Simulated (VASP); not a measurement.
C: geometry relaxation (part 2 of 2)

The same run, continued: C (slab, 2 atoms in the cell); Kohn-Sham DFT of a periodic cell, LDA, VASP PAW LDA potentials, recommended, no spin polarisation (VASP 6.6.1); cutoff 600 eV, 15×15×1 k-mesh, Gaussian smearing of 0.03 eV. The structure derives from an entry of the Crystallography Open Database.

Geometry of the input (Å; fractional positions):
```
2.4700  -0.0000  0.0000
-1.2350  2.1391  0.0000
0.0000  0.0000  18.0340
C  0.0000  0.0000  0.4991
C  0.6667  0.3333  0.5009
```

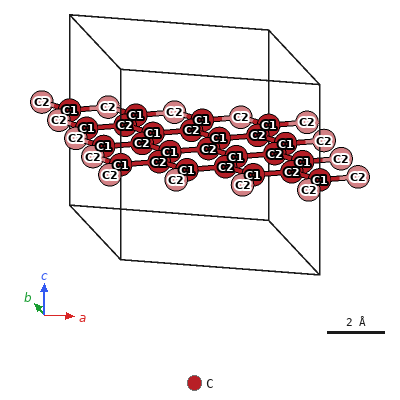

*The geometry at step 3 of the log (ball-and-stick view of the 3 × 3 repeat of the cell, with the vacuum cut short, seen slightly off an axis; neighbours outside the cell are drawn fainter; atoms are numbered from 1 in the order of the input).*

## Parts of OUTCAR, continued
```
------------------------ aborting loop because EDIFF is reached ----------------------------------------

  FORCE on cell =-STRESS in cart. coord.  units (eV):
  Direction    XX          YY          ZZ          XY          YZ          ZX
  --------------------------------------------------------------------------------------
  -------------------------------------------------------------------------------------
  Total       -1.3385091     -1.3385091     -0.0628942      0.0000000     -0.0000000     -0.0000000
  in kB      -22.5069435    -22.5069435     -1.0575620      0.0000000     -0.0000000     -0.0000000
  external PRESSURE =     -15.3571497 kB  Pullay stress =       0.0000000 kB

 VOLUME and BASIS-vectors are now :
 -----------------------------------------------------------------------------
  energy-cutoff  :      600.00
  volume of cell :       95.28
      direct lattice vectors                 reciprocal lattice vectors
     2.470000000  0.000000000  0.000000000     0.404858300  0.233745048  0.000000000
    -1.235000000  2.139082750  0.000000000     0.000000000  0.467490096  0.000000000
     0.000000000  0.000000000 18.033950000     0.000000000  0.000000000  0.055450969

 POSITION                                       TOTAL-FORCE (eV/Angst)
 -----------------------------------------------------------------------------------
      0.00000      0.00000      9.00000        -0.000000      0.000000      0.603343
      1.23500      0.71303      9.03395         0.000000     -0.000000     -0.603343
 -----------------------------------------------------------------------------------
    total drift:                               -0.000003      0.000002     -0.000004

  FREE ENERGIE OF THE ION-ELECTRON SYSTEM (eV)
  ---------------------------------------------------
  free  energy   TOTEN  =       -20.1574661462 eV

  energy  without entropy=      -20.1571652451  energy(sigma->0) =      -20.15731570

--------------------------------------- Ionic step        2  -------------------------------------------

 number of electron       8.0000000 magnetization

------------------------ aborting loop because EDIFF is reached ----------------------------------------

  FORCE on cell =-STRESS in cart. coord.  units (eV):
  Direction    XX          YY          ZZ          XY          YZ          ZX
  --------------------------------------------------------------------------------------
  -------------------------------------------------------------------------------------
  Total        3.3880474      3.3880474     -0.0626095      0.0000000      0.0000000     -0.0000000
  in kB       60.8346713     60.8346714     -1.1241958      0.0000000      0.0000000     -0.0000000
  external PRESSURE =      40.1817156 kB  Pullay stress =       0.0000000 kB

 VOLUME and BASIS-vectors are now :
 -----------------------------------------------------------------------------
  energy-cutoff  :      600.00
  volume of cell :       89.23
      direct lattice vectors                 reciprocal lattice vectors
     2.390252057  0.000000000  0.000000000     0.418365920  0.241543676  0.000000000
    -1.195126029  2.070019005  0.000000000     0.000000000  0.483087352  0.000000000
     0.000000000  0.000000000 18.033950000     0.000000000  0.000000000  0.055450969

 POSITION                                       TOTAL-FORCE (eV/Angst)
 -----------------------------------------------------------------------------------
      2.39025      0.00000      9.02911         0.000000     -0.000000     -0.420140
      1.19513      0.69001      9.00484        -0.000000      0.000000      0.420140
 -----------------------------------------------------------------------------------
    total drift:                               -0.000004      0.000002     -0.000006

  FREE ENERGIE OF THE ION-ELECTRON SYSTEM (eV)
  ---------------------------------------------------
  free  energy   TOTEN  =       -20.0990573961 eV

  energy  without entropy=      -20.0987564950  energy(sigma->0) =      -20.09890695

--------------------------------------- Ionic step        3  -------------------------------------------

 number of electron       8.0000001 magnetization

------------------------ aborting loop because EDIFF is reached ----------------------------------------

  FORCE on cell =-STRESS in cart. coord.  units (eV):
  Direction    XX          YY          ZZ          XY          YZ          ZX
  --------------------------------------------------------------------------------------
  -------------------------------------------------------------------------------------
  Total        0.1842541      0.1842541     -0.0493659      0.0000000     -0.0000000      0.0000000
  in kB        3.1678378      3.1678378     -0.8487358      0.0000000     -0.0000000      0.0000000
  external PRESSURE =       1.8289800 kB  Pullay stress =       0.0000000 kB

 VOLUME and BASIS-vectors are now :
 -----------------------------------------------------------------------------
  energy-cutoff  :      600.00
  volume of cell :       93.19
      direct lattice vectors                 reciprocal lattice vectors
     2.442708585  0.000000000  0.000000000     0.409381621  0.236356589  0.000000000
    -1.221354292  2.115447691  0.000000000     0.000000000  0.472713178  0.000000000
     0.000000000  0.000000000 18.033950000     0.000000000  0.000000000  0.055450969

 POSITION                                       TOTAL-FORCE (eV/Angst)
 -----------------------------------------------------------------------------------
     -0.00000      0.00000      9.00996        -0.000000      0.000000      0.248275
      1.22135      0.70515      9.02399         0.000000      0.000000     -0.248275
 -----------------------------------------------------------------------------------
    total drift:                               -0.000004      0.000002      0.000000

  FREE ENERGIE OF THE ION-ELECTRON SYSTEM (eV)
  ---------------------------------------------------
  free  energy   TOTEN  =       -20.1789223869 eV

  energy  without entropy=      -20.1786214858  energy(sigma->0) =      -20.17877194

--------------------------------------- Ionic step        4  -------------------------------------------

 number of electron       8.0000001 magnetization

------------------------ aborting loop because EDIFF is reached ----------------------------------------

  FORCE on cell =-STRESS in cart. coord.  units (eV):
  Direction    XX          YY          ZZ          XY          YZ          ZX
  --------------------------------------------------------------------------------------
  -------------------------------------------------------------------------------------
  Total        0.2127367      0.2127367     -0.0424907      0.0000000      0.0000000      0.0000000
  in kB        3.6591670      3.6591670     -0.7308599      0.0000000      0.0000000      0.0000000
  external PRESSURE =       2.1958247 kB  Pullay stress =       0.0000000 kB

 VOLUME and BASIS-vectors are now :
 -----------------------------------------------------------------------------
  energy-cutoff  :      600.00
  volume of cell :       93.15
      direct lattice vectors                 reciprocal lattice vectors
     2.442162756  0.000000000  0.000000000     0.409473119  0.236409415  0.000000000
    -1.221081378  2.114974990  0.000000000     0.000000000  0.472818830  0.000000000
     0.000000000  0.000000000 18.033950000     0.000000000  0.000000000  0.055450969

 POSITION                                       TOTAL-FORCE (eV/Angst)
 -----------------------------------------------------------------------------------
      2.44216      0.00000      9.01016         0.000000      0.000000      0.241188
      1.22108      0.70499      9.02379        -0.000000     -0.000000     -0.241188
 -----------------------------------------------------------------------------------
    total drift:                               -0.000004      0.000002      0.000000

  FREE ENERGIE OF THE ION-ELECTRON SYSTEM (eV)
  ---------------------------------------------------
  free  energy   TOTEN  =       -20.1789308396 eV

  energy  without entropy=      -20.1786299385  energy(sigma->0) =      -20.17878039

--------------------------------------- Ionic step        5  -------------------------------------------

 number of electron       8.0000001 magnetization

------------------------ aborting loop because EDIFF is reached ----------------------------------------

  FORCE on cell =-STRESS in cart. coord.  units (eV):
  Direction    XX          YY          ZZ          XY          YZ          ZX
  --------------------------------------------------------------------------------------
  -------------------------------------------------------------------------------------
  Total       -0.1655814     -0.1655814     -0.0478016      0.0000000     -0.0000000     -0.0000000
  in kB       -2.8325738     -2.8325738     -0.8177341      0.0000000     -0.0000000     -0.0000000
  external PRESSURE =      -2.1609606 kB  Pullay stress =       0.0000000 kB

 VOLUME and BASIS-vectors are now :
 -----------------------------------------------------------------------------
  energy-cutoff  :      600.00
  volume of cell :       93.66
      direct lattice vectors                 reciprocal lattice vectors
     2.448835659  0.000000000  0.000000000     0.408357334  0.235765216  0.000000000
    -1.224417829  2.120753893  0.000000000     0.000000000  0.471530432  0.000000000
     0.000000000  0.000000000 18.033950000     0.000000000  0.000000000  0.055450969

 POSITION                                       TOTAL-FORCE (eV/Angst)
 -----------------------------------------------------------------------------------
     -0.00000      0.00000      9.02184         0.000000     -0.000000     -0.172471
      1.22442      0.70692      9.01211        -0.000000      0.000000      0.172471
 -----------------------------------------------------------------------------------
    total drift:                               -0.000004      0.000002      0.000000

  FREE ENERGIE OF THE ION-ELECTRON SYSTEM (eV)
  ---------------------------------------------------
  free  energy   TOTEN  =       -20.1798701672 eV

  energy  without entropy=      -20.1795692661  energy(sigma->0) =      -20.17971972

--------------------------------------- Ionic step        6  -------------------------------------------

 number of electron       8.0000001 magnetization

 Free energy of the ion-electron system (eV)
  ---------------------------------------------------
  ext. energy  EPLUGINS =         0.00000000
  ---------------------------------------------------
  free energy    TOTEN  =       -20.18090515 eV

  energy without entropy =      -20.18060425  energy(sigma->0) =      -20.18075470

 E-fermi :  -2.7666     XC(G=0):  -2.4733     alpha+bet : -2.1818

 val. band max:       -2.7666013016   @ k =   0.3333   0.3333   0.0000
 cond. band min:      -2.7666009683   @ k =   0.3333   0.3333   0.0000
 fundamental gap:      0.0000003333
 Fermi energy:        -2.7666011348

 k-point     1 :       0.0000    0.0000    0.0000
  band No.  band energies     occupation
      1     -22.2603      2.00000
      2     -10.5716      2.00000
      3      -5.7964      2.00000
      4      -5.7964      2.00000
      5       0.5551      0.00000
      6       1.5206      0.00000
      7       1.9547      0.00000
      8       3.0995      0.00000

 k-point     2 :       0.0667    0.0000    0.0000
  band No.  band energies     occupation
      1     -22.1544      2.00000
      2     -10.4434      2.00000
      3      -6.2135      2.00000
      4      -6.0237      2.00000
      5       0.6989      0.00000
      6       1.6668      0.00000
      7       2.1030      0.00000
      8       3.2457      0.00000

 k-point     3 :       0.1333    0.0000    0.0000
  band No.  band energies     occupation
      1     -21.8376      2.00000
      2     -10.0608      2.00000
      3      -7.3272      2.00000
      4      -6.5993      2.00000
      5       1.1304      0.00000
      6       2.1049      0.00000
      7       2.5477      0.00000
      8       3.6839      0.00000

 k-point     4 :       0.2000   -0.0000    0.0000
  band No.  band energies     occupation
      1     -21.3120      2.00000
      2      -9.4307      2.00000
      3      -8.8635      2.00000
      4      -7.3178      2.00000
      5       1.8491      0.00000
      6       2.8316      0.00000
      7       3.2890      0.00000
      8       4.4090      0.00000

 k-point     5 :       0.2667    0.0000    0.0000
  band No.  band energies     occupation
      1     -20.5817      2.00000
      2     -10.5908      2.00000
      3      -8.5683      2.00000
      4      -8.0162      2.00000
      5       2.8524      0.00000
      6       3.7654      0.00000
      7       4.2042      0.00000
      8       4.3257      0.00000

 [... the levels of 18 k-points are left out ...]

 k-point    24 :       0.4000    0.2000    0.0000
  band No.  band energies     occupation
      1     -16.2828      2.00000
      2     -15.4736      2.00000
      3     -11.6787      2.00000
      4      -4.2941      2.00000
      5      -1.4711      0.00000
      6       8.3143      0.00000
      7       8.4546      0.00000
      8       9.2735      0.00000

 [... further k-points ...]

------------------------ aborting loop because EDIFF is reached ----------------------------------------

  FORCE on cell =-STRESS in cart. coord.  units (eV):
  Direction    XX          YY          ZZ          XY          YZ          ZX
  --------------------------------------------------------------------------------------
  -------------------------------------------------------------------------------------
  Total       -0.0061139     -0.0061139     -0.0424448      0.0000000      0.0000000      0.0000000
  in kB       -0.1048301     -0.1048301     -0.7277637      0.0000000      0.0000000      0.0000000
  external PRESSURE =      -0.3124746 kB  Pullay stress =       0.0000000 kB

 VOLUME and BASIS-vectors are now :
 -----------------------------------------------------------------------------
  energy-cutoff  :      600.00
  volume of cell :       93.44
      direct lattice vectors                 reciprocal lattice vectors
     2.446029073  0.000000000  0.000000000     0.408825885  0.236035734  0.000000000
    -1.223014537  2.118323318  0.000000000     0.000000000  0.472071469  0.000000000
     0.000000000  0.000000000 18.033950000     0.000000000  0.000000000  0.055450969

 POSITION                                       TOTAL-FORCE (eV/Angst)
 -----------------------------------------------------------------------------------
      2.44603      0.00000      9.01693        -0.000000      0.000000      0.001918
      1.22301      0.70611      9.01702         0.000000     -0.000000     -0.001918
 -----------------------------------------------------------------------------------
    total drift:                               -0.000004      0.000002     -0.000000

  FREE ENERGIE OF THE ION-ELECTRON SYSTEM (eV)
  ---------------------------------------------------
  free  energy   TOTEN  =       -20.1809051490 eV

  energy  without entropy=      -20.1806042479  energy(sigma->0) =      -20.18075470

 reached required accuracy - stopping structural energy minimisation
```

## CONTCAR
```
C
   1.00000000000000
     2.4460290732588068    0.0000000000000000    0.0000000000000000
    -1.2230145366294034    2.1183233184122430    0.0000000000000000
     0.0000000000000000    0.0000000000000000   18.0339500000000008
  C
     2
Direct
     1.0000000000000000    0.0000000000000000    0.4999974173840457
     0.6666666699999979    0.3333333300000021    0.5000025826159543

  0.00000000E+00  0.00000000E+00  0.00000000E+00
  0.00000000E+00  0.00000000E+00  0.00000000E+00
```

## Trajectory as extended XYZ (Å, eV, eV/Å), 6 frames, from step=0 to step=5
```
2
Lattice="2.4700 0.0000 0.0000 -1.2350 2.1391 0.0000 0.0000 0.0000 18.0340" Properties=species:S:1:pos:R:3:forces:R:3 step=0 energy=-20.15747
C     0.0000    0.0000    9.0000    0.0000   0.0000   0.6033
C     1.2350    0.7130    9.0340    0.0000   0.0000  -0.6033
2
Lattice="2.3903 0.0000 0.0000 -1.1951 2.0700 0.0000 0.0000 0.0000 18.0340" Properties=species:S:1:pos:R:3:forces:R:3 step=1 energy=-20.09906
C     2.3903    0.0000    9.0291    0.0000   0.0000  -0.4201
C     1.1951    0.6900    9.0048    0.0000   0.0000   0.4201
2
Lattice="2.4427 0.0000 0.0000 -1.2214 2.1154 0.0000 0.0000 0.0000 18.0340" Properties=species:S:1:pos:R:3:forces:R:3 step=2 energy=-20.17892
C     0.0000    0.0000    9.0100    0.0000   0.0000   0.2483
C     1.2214    0.7051    9.0240    0.0000   0.0000  -0.2483
2
Lattice="2.4422 0.0000 0.0000 -1.2211 2.1150 0.0000 0.0000 0.0000 18.0340" Properties=species:S:1:pos:R:3:forces:R:3 step=3 energy=-20.17893
C     2.4422    0.0000    9.0102    0.0000   0.0000   0.2412
C     1.2211    0.7050    9.0238    0.0000   0.0000  -0.2412
2
Lattice="2.4488 0.0000 0.0000 -1.2244 2.1208 0.0000 0.0000 0.0000 18.0340" Properties=species:S:1:pos:R:3:forces:R:3 step=4 energy=-20.17987
C     0.0000    0.0000    9.0218    0.0000   0.0000  -0.1725
C     1.2244    0.7069    9.0121    0.0000   0.0000   0.1725
2
Lattice="2.4460 0.0000 0.0000 -1.2230 2.1183 0.0000 0.0000 0.0000 18.0340" Properties=species:S:1:pos:R:3:forces:R:3 step=5 energy=-20.18091
C     2.4460    0.0000    9.0169    0.0000   0.0000   0.0019
C     1.2230    0.7061    9.0170    0.0000   0.0000  -0.0019
```

## Results in brief

```tsv
quantity	value
outcome	converged
electrons treated	8
free energy	−20.1809 eV
Fermi energy	−2.767 eV
gap on the k-point mesh	none (metallic)
final volume	93.44 Å³
largest force (length of the vector) at the end	0.002 eV/Å
hardware	1 thread of Intel Xeon @ 2.50GHz (Skylake/Cascade Lake), 96 GiB of memory available, shared host
wall time	97 s
peak memory	0.18 GiB
```
